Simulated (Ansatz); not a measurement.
**La2O3: density, localisation and related maps**

```
La O
1.0
    14.77041    0.00000   -0.01760
     0.00000    3.80383    0.00000
    -1.66160    0.00000    9.07427
La O
12 18
Direct
  0.30864 0.00000 0.86082
  0.80864 0.50000 0.86082
  0.13360 0.50000 0.49425
  0.63360 0.00000 0.49425
  0.19136 0.50000 0.13918
  0.69136 0.00000 0.13918
  0.03264 0.00000 0.81228
  0.53264 0.50000 0.81228
  0.36640 0.00000 0.50575
  0.86640 0.50000 0.50575
  0.46736 0.50000 0.18772
  0.96736 0.00000 0.18772
  0.19640 0.00000 0.63158
  0.69640 0.50000 0.63158
  0.12930 0.00000 0.28910
  0.62930 0.50000 0.28910
  0.02452 0.50000 0.65654
  0.52452 0.00000 0.65654
  0.17568 0.00000 0.97623
  0.67568 0.50000 0.97623
  0.32432 0.50000 0.02377
  0.82432 0.00000 0.02377
  0.30360 0.50000 0.36842
  0.80360 0.00000 0.36842
  0.47548 0.00000 0.34346
  0.97548 0.50000 0.34346
  0.37070 0.50000 0.71090
  0.87070 0.00000 0.71090
  0.00000 0.50000 0.00000
  0.50000 0.00000 0.00000
```

Space group C2/m; a structure from a database of computed crystals, not necessarily the ambient phase; started from the database structure prototype, which need not be the ambient phase.

These are results of Ansatz 0.2.0, DFT, PBE, plane waves, PAW, not measurements.

The density is the valence pseudo-density of a PAW calculation; it isn't the true density close to the nuclei.

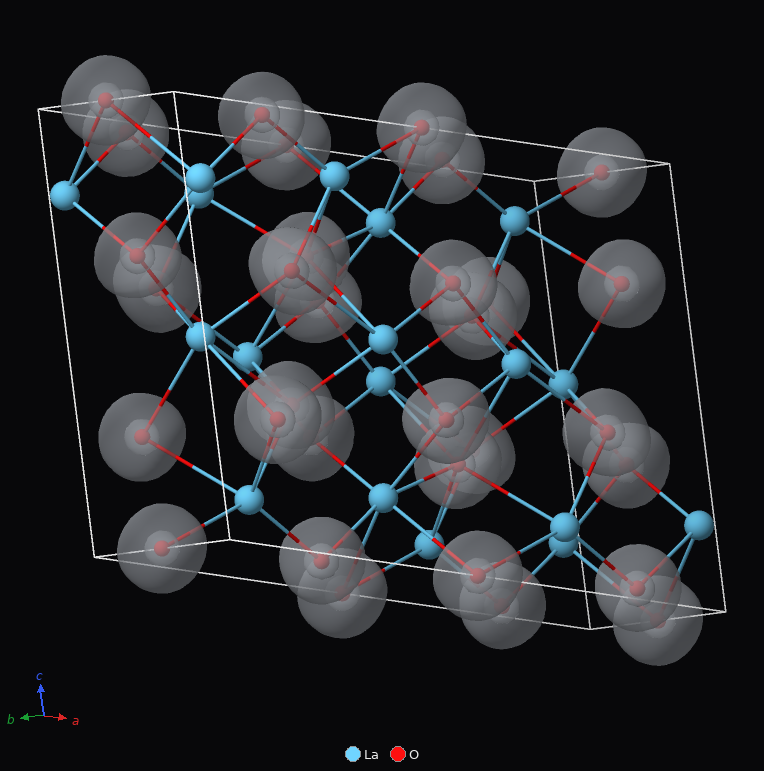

Figure 1. Isosurface of the ELF at 0.7 (grey), seen at an oblique angle. Core shells and regions of very low density are left out. Sticks mark near contacts.

Identify the bonds, lone pairs and shells in this picture.

The surface consists of 18 regions wrapped around O (the valence shell of each), counted in one cell of 30 atoms. Any copies at cell faces, edges or corners count once. Along the contacts the grid gives the following. La–O (2.36 Å): the ELF is about 0.25 at the midpoint; a largely ionic contact. La–O (2.41 Å): the ELF is about 0.25 at the midpoint (a largely ionic contact).

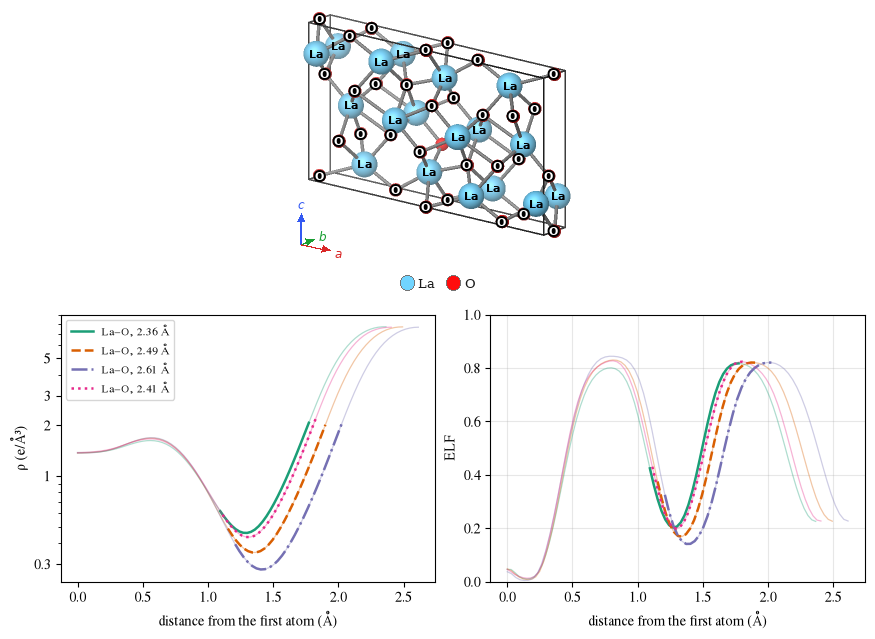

Figure 2. Valence electron density and ELF along straight lines between neighbouring atoms. Thin, pale parts lie inside the atomic spheres. The structure is drawn too.

What can be read from the curves?

La–O (2.36 Å): ρ is about 0.51 e/Å³ halfway; the ELF is about 0.25 at the midpoint: a largely ionic contact.
La–O (2.49 Å): ρ is about 0.39 e/Å³ halfway; the ELF is about 0.20 at the midpoint: a largely ionic contact.
La–O (2.61 Å): ρ is about 0.31 e/Å³ halfway; the ELF is about 0.15 at the midpoint (a largely ionic contact).
La–O (2.41 Å): ρ at the midpoint is about 0.48 e/Å³; the ELF is about 0.25 at the midpoint; a closed-shell, largely ionic contact.

Metal or insulator at this level of theory?

It is gapped, with a Kohn–Sham gap of 3.5 eV on the k-point mesh, an upper bound to the gap of this method.
